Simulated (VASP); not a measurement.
**A series of single points on NaF**

System: NaF (2 atoms in the cell).
Method: Kohn-Sham DFT of a periodic cell, PBEsol, VASP PAW PBE potentials, recommended, no spin polarisation (VASP 6.6.1).

The 7 runs differ only in the geometry, by an even scaling of the cell at fixed fractional positions. The structure derives from an entry of the Crystallography Open Database.

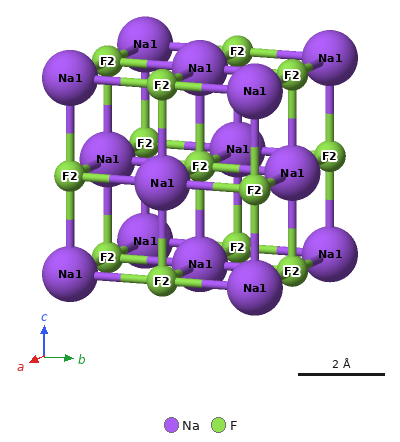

Figure 1. The structure of run 4 (ball-and-stick view of the cell 4 times as large as that of the calculation, set on its symmetry axes, seen slightly off an axis; atoms are numbered from 1 in the order of the input).

**INCAR of run 4**
```
  PREC = Accurate
  ENCUT = 520
  EDIFF = 1E-7
  ISMEAR = -1
  SIGMA = 0.05
  LREAL = False
  LASPH = True
  NELM = 100
  ALGO = Normal
  ISIF = 2
  LWAVE = False
  LCHARG = False
  GGA = PS
  NBANDS = 14
```

**KPOINTS of run 4**
```
Automatic mesh
0
Gamma
  10 10 10
```

**POSCAR of run 4**
```
NaF
1.0
    0.0000000000      2.3200000000      2.3200000000
    2.3200000000      0.0000000000      2.3200000000
    2.3200000000      2.3200000000      0.0000000000
Na F
1 1
Direct
    0.0000000000      0.0000000000      0.0000000000
    0.5000000000      0.5000000000      0.5000000000
```

Command:
```bash
cat potpaw_PBE.64/Na_pv/POTCAR potpaw_PBE.64/F/POTCAR > POTCAR
mpirun -np 1 vasp_std > vasp.out
```

Run 2 differs from it as follows:
```diff
-    0.0000000000      2.3200000000      2.3200000000
-    2.3200000000      0.0000000000      2.3200000000
-    2.3200000000      2.3200000000      0.0000000000
+    0.0000000000      2.2886448050      2.2886448050
+    2.2886448050      0.0000000000      2.2886448050
+    2.2886448050      2.2886448050      0.0000000000
```

**Results, with one run withheld**

| run | volume per atom (Å³) | free energy per atom, from the lowest run given (meV) | pressure (GPa) | gap on the mesh (eV) |
| --- | --- | --- | --- | --- |
| 1 | 11.738 | 7.13 | 3.07 | 6.47 |
| 2 | 11.988 | ? | ? | ? |
| 3 | 12.237 | 0.63 | 0.66 | 6.25 |
| 4 | 12.487 | 0.00 | −0.35 | 6.14 |
| 5 | 12.737 | 0.84 | −1.25 | 6.04 |
| 6 | 12.987 | 3.06 | −2.06 | 5.94 |
| 7 | 13.236 | 6.48 | −2.79 | 5.85 |

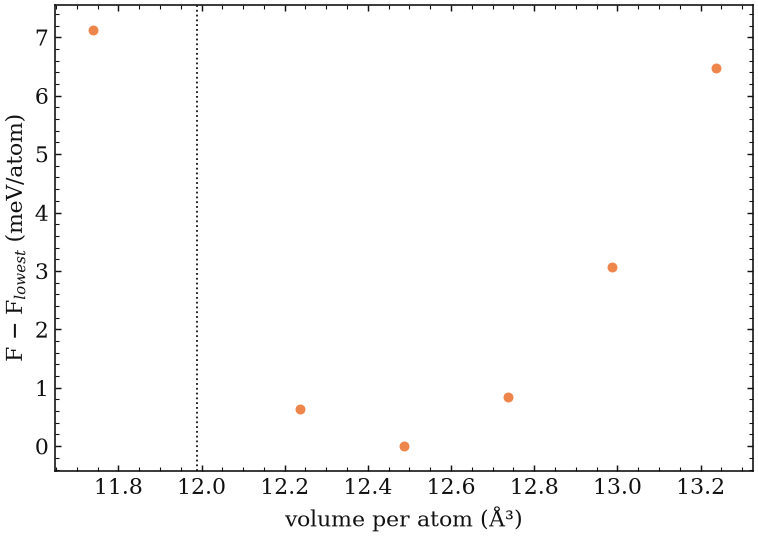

Figure 2. Free energy per atom of the runs given; the dotted line marks run 2.

Fit the runs given and predict run 2.

A cubic polynomial in V^(−2/3) (the Birch–Murnaghan form), fitted to the 6 runs given, misses them by at most 0.01 meV per atom. With x = V^(−2/3) − 0.18513 Å⁻², it reads F = 0.076995 − 215.57 x + 1.2259e+05 x² + 93828 x³ (meV per atom). At run 2 it gives 2.95 meV per atom, and the run itself gives 2.95. The slope of the fit gives a pressure −dF/dV of 2.06 GPa there, and the run prints 1.80 GPa. The two needn't agree exactly: the fit is approximate, and the printed stress is taken on a finite basis. The fit has its minimum at 12.465 Å³ per atom, where V d²F/dV² gives 48.6 GPa: the bulk modulus at this level, since symmetry fixes the shape and the positions. The gap on the mesh goes, without turning, from 6.47 eV in run 1 to 5.85 eV in run 7; run 2 has 6.36 eV. These are gaps of this functional on this mesh, which can miss the band edges; they aren't the measured gap.

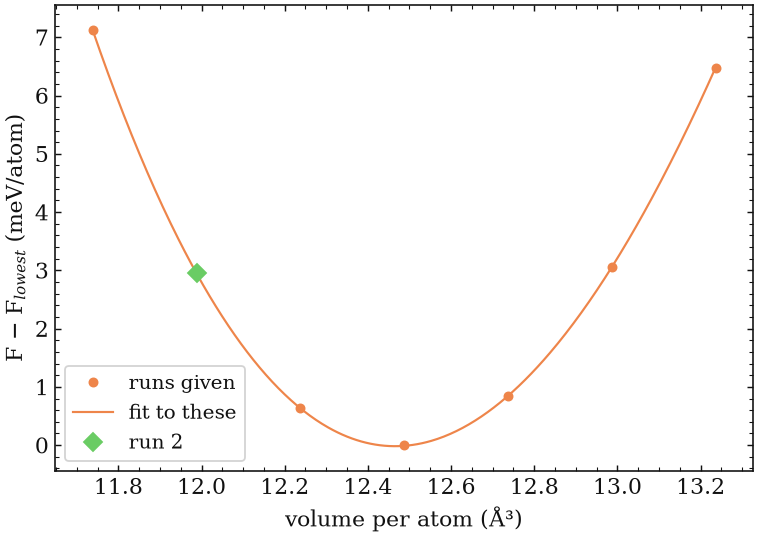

Figure 3. The fit and the withheld run.

**OSZICAR and lines of OUTCAR (run 2)**
```
N       E                     dE             d eps       ncg     rms          rms(c)
DAV:   1     0.107494022334E+03    0.10749E+03   -0.76729E+03  1342   0.120E+03
DAV:   2    -0.420239239500E+01   -0.11170E+03   -0.10363E+03  1502   0.347E+02
DAV:   3    -0.948974636196E+01   -0.52874E+01   -0.52785E+01  1592   0.682E+01
DAV:   4    -0.952819875231E+01   -0.38452E-01   -0.38451E-01  1508   0.636E+00
DAV:   5    -0.952858387229E+01   -0.38512E-03   -0.38512E-03  1598   0.631E-01    0.491E+00
DAV:   6    -0.877779270769E+01    0.75079E+00   -0.25465E+00  1576   0.148E+01    0.177E+00
DAV:   7    -0.876391364530E+01    0.13879E-01   -0.29091E-02  1358   0.209E+00    0.102E+00
DAV:   8    -0.876256412424E+01    0.13495E-02   -0.24147E-02  1418   0.325E+00    0.148E-01
DAV:   9    -0.876302372030E+01   -0.45960E-03   -0.41320E-03  1652   0.620E-01    0.117E-01
DAV:  10    -0.876288872689E+01    0.13499E-03   -0.85096E-04  1484   0.354E-01    0.825E-03
DAV:  11    -0.876289327593E+01   -0.45490E-05   -0.33023E-05  1508   0.118E-01    0.671E-03
DAV:  12    -0.876289340974E+01   -0.13381E-06   -0.43479E-06  1562   0.256E-02    0.273E-03
DAV:  13    -0.876289339757E+01    0.12176E-07   -0.57223E-07  1514   0.693E-03
   1 F= -.87628934E+01 E0= -.87628934E+01  d E =-.142283E-10
[... from OUTCAR:]
  free energy    TOTEN  =        -8.76289340 eV
  energy without entropy =       -8.76289340  energy(sigma->0) =       -8.76289340
 E-fermi :  -0.8821     XC(G=0):  -9.5201     alpha+bet : -9.9676
  free  energy   TOTEN  =        -8.7628933976 eV
  energy  without entropy=       -8.7628933976  energy(sigma->0) =       -8.76289340
```
